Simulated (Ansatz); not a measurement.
## A series of single points on Hf

System: Hf (Fd-3m, 2 atoms in the cell).
Method: DFT, BLYP, plane waves (420 eV) with PAW, scalar-relativistic, no spin polarisation (Ansatz 0.2.0).

The 5 runs differ only in the geometry, by an even scaling of the cell at fixed fractional positions.

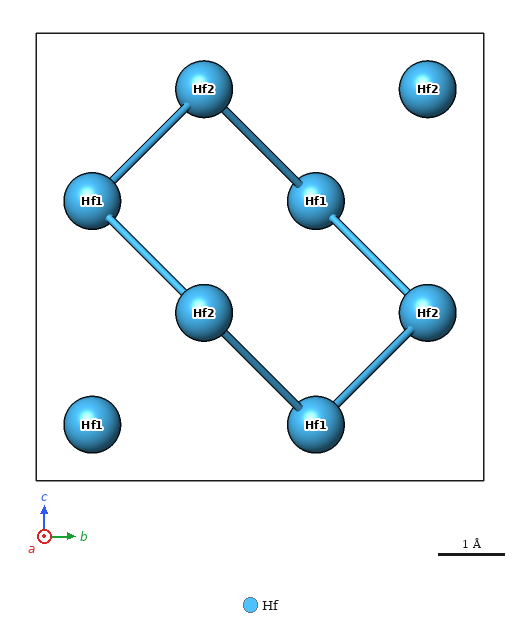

Figure 1. The structure of run 3 (ball-and-stick view of the cell 4 times as large as that of the calculation, set on its symmetry axes, along the a axis; atoms are numbered from 1 in the order of the input).

## Input of run 3
```yaml
crystal:
  lattice:
    - [0.0, 3.38866509, 3.38866509]
    - [3.38866509, 0.0, 3.38866509]
    - [3.38866509, 3.38866509, 0.0]
  atoms:
    - { symbol: Hf, position: [0.125, 0.125, 0.125] }
    - { symbol: Hf, position: [0.875, 0.875, 0.875] }
hamiltonian:
  xc: blyp
  pseudopotentials:
    kind: paw
    azcp:
      Hf: "pseudopotentials/Hf.paw.azcp"
basis:
  ecutwfc: 420
  fft_grid_basis: typed
kpoints:
  mp_grid: { grid: [9, 9, 9], shift: [0, 0, 0] }
magnetization:
  spin_polarized: false
scf:
  occupations: { method: fermi_dirac, width: 0.1 }
  lower_state_search: "off"
output:
  stress: true
```

Lattice vectors (Å) and fractional positions of run 3:
```
   0.000000    3.388665    3.388665
   3.388665    0.000000    3.388665
   3.388665    3.388665    0.000000
Hf  0.125000  0.125000  0.125000
Hf  0.875000  0.875000  0.875000
```

Run 4 differs from it as follows:
```diff
-    - [0.0, 3.38866509, 3.38866509]
-    - [3.38866509, 0.0, 3.38866509]
-    - [3.38866509, 3.38866509, 0.0]
+    - [0.0, 3.4315641389, 3.4315641389]
+    - [3.4315641389, 0.0, 3.4315641389]
+    - [3.4315641389, 3.4315641389, 0.0]
```

## Results, with one run withheld

| run | volume per atom (Å³) | free energy per atom, from the lowest run given (meV) | pressure (GPa) |
| --- | --- | --- | --- |
| 1 | 34.422 | 18.63 | 2.54 |
| 2 | 35.919 | 1.13 | 1.23 |
| 3 | 38.912 | 0.00 | −1.02 |
| 4 | 40.409 | ? | ? |
| 5 | 41.905 | 36.14 | −2.76 |

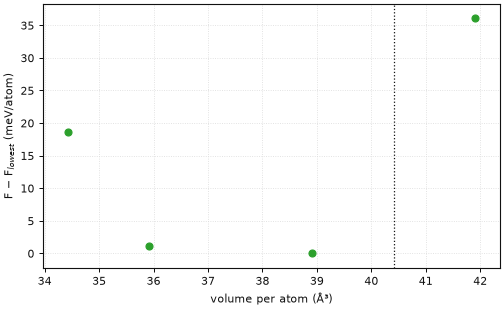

Figure 2. Free energy per atom of the runs given; the dotted line marks run 4.

What should run 4 give?

A quadratic polynomial in V^(−2/3) (the Birch–Murnaghan form), fitted to the 4 runs given, misses them by at most 0.65 meV per atom. With x = V^(−2/3) − 0.08908 Å⁻², it reads F = −4.7313 − 740.04 x + 9.4198e+05 x² (meV per atom). At run 4 it gives 14.64 meV per atom, and the run itself gives 14.03. The slope of the fit gives a pressure −dF/dV of −1.92 GPa there, and the run prints −1.96 GPa. The fit has its minimum at 37.365 Å³ per atom, where V d²F/dV² gives 28.7 GPa: the bulk modulus at this level, since symmetry fixes the shape and the positions. So low a polynomial doesn't follow these energies more closely.

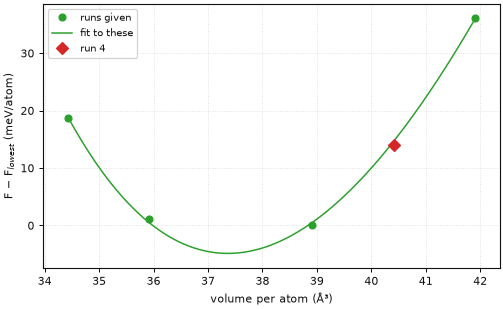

Figure 3. The fit and the withheld run.

## Output, shortened to warnings, some set-up lines, iterations and results (run 4)
```
Basis set: ecut = 420 eV, 1591 PW (Γ), exchange–correlation on 72×72×72 points (8 copies of the dense FFT grid, shifted against one another)
Symmetry: 48 space group operations
k-points: 35 of 729
Initial density: superposition of atomic densities (neutral atoms: chi_scale 0, normalization atom), corrected by the library's trained network
[...]
SCF iter   1: F=—  HF=-31485.666953 eV  |F-HF|=—  |Δ(HF+E_count)|=         —  Δρ=6.45e-3  dr2=5.67e-2  ethr=1.77e-3  ⟨swp⟩=3.8  Hψ=3592  notcnv=0
SCF iter   2: F=—  HF=-31485.657110 eV  |F-HF|=—  |Δ(HF+E_count)|=   9.84e-3  Δρ=2.80e-3  dr2=1.08e-2  ethr=1.09e-4  ⟨swp⟩=2.0  Hψ=2139  notcnv=0
SCF iter   3: F=—  HF=-31485.661515 eV  |F-HF|=—  |Δ(HF+E_count)|=   4.41e-3  Δρ=2.92e-3  dr2=3.91e-3  ethr=2.08e-5  ⟨swp⟩=3.0  Hψ=2394  notcnv=0
SCF iter   4: F=—  HF=-31485.654418 eV  |F-HF|=—  |Δ(HF+E_count)|=   7.10e-3  Δρ=5.77e-4  dr2=1.15e-4  ethr=7.52e-6  ⟨swp⟩=2.8  Hψ=2239  notcnv=0
SCF iter   5: F=—  HF=-31485.655001 eV  |F-HF|=—  |Δ(HF+E_count)|=   5.83e-4  Δρ=1.49e-4  dr2=8.47e-6  ethr=2.20e-7  ⟨swp⟩=2.0  Hψ=2052  notcnv=0
SCF iter   6: F=—  HF=-31485.655026 eV  |F-HF|=—  |Δ(HF+E_count)|=   2.53e-5  Δρ=3.63e-5  dr2=5.53e-7  ethr=1.63e-8  ⟨swp⟩=2.0  Hψ=2051  notcnv=0
SCF iter   7: F=-31485.655028 eV  HF=-31485.655028 eV  |F-HF|=6.29e-8  |Δ(HF+E_count)|=   1.69e-6  Δρ=5.14e-6  dr2=6.37e-9  ethr=1.92e-10  ⟨swp⟩=5.2  Hψ=4975  notcnv=0
SCF 1 converged in 7 iterations: F = -31485.655028 eV  dr2 = 6.37e-9
SCF converged after 7 iterations
Free energy (F): -31485.655028 eV
Harris-Foulkes:  -31485.655028 eV  (|F-HF|=6.29e-8)
Internal energy: -31485.473748 eV  (E = F + TS)
E sigma→0 (E₀):  -31485.564388 eV
Entropy (-TS):   -0.181280 eV (-90.640 meV/atom)
Fermi energy:    9.739080 eV
--- Per-component energies (eV) ---
  E_band       = -462.095408
  E_kinetic    = 847.625587
  E_local      = -14249.259139  (includes V_loc(G=0)·N_el)
  E_nonlocal   = -2491.760441
  E_hartree    = 6551.025547
  E_xc         = -592.337974
  E_vxc        = -518.672887  (∫ρ·V_xc dr)
  E_paw        = -13910.689321  (= ΣΔE_a)
  E_vpaw       = 2847.923718  (= ΣTr[D̂ρ^β])
  E_aug_tail   = -0.000003  (compensation charges beyond the density's cutoff)
  E_ewald      = -7640.241269
  E_core_change = 0.163265  (= ΣΔE_core)
  E_smearing   = -0.181280  (= −TS)
  E_closure    = -0.000000  (closes the sum)
  Σ components = -31485.655028   (vs F -31485.655028, Δ=0.00e0)
--- Stress (GPa, compression-positive) ---
       -1.956539       0.000000      -0.000000
       -0.000000      -1.956539       0.000000
        0.000000      -0.000000      -1.956539
  P = ⅓ Tr σ = -1.9565 GPa (-19.565 kbar)
```

Notes: Spin–orbit coupling is left out, which matters for Hf.
